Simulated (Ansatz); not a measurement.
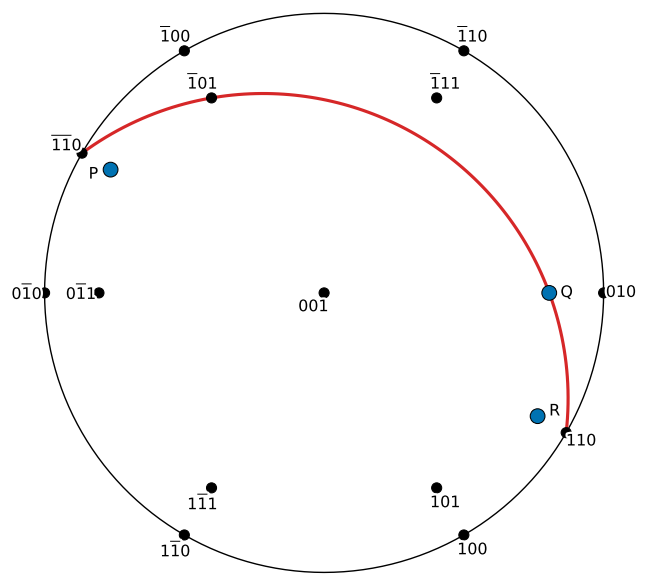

For Te2Mo, a calculation's input that goes back to an entry of the Crystallography Open Database (an earlier step may have relaxed or displaced it): stereographic projection of plane normals (upper hemisphere) centred on (0 0 1). Geometry calculated from the standardised cell; symmetry tolerance 0.002 Å.

a = 3.518 Å, b = 3.518 Å, c = 13.974 Å, α = 90.00°, β = 90.00°, γ = 120.00°.

### Index the poles marked P, Q, R.

P is (−1 −1 1), in four indices (−1 −1 2 1), 82.8° from the centre; Q is (0 1 1), in four indices (0 1 −1 1), 77.7° from the centre; R is (1 1 1), in four indices (1 1 −2 1), 82.8° from the centre.

### Which zone does the coloured great circle trace?

The zone [1 −1 1]: its poles satisfy h − k + l = 0.

### What is the angle between the normals of (1 0 0) and (0 0 1), and what are their d_hkl = 1/|g|?

90.0°; d = 3.047 Å and 13.974 Å.
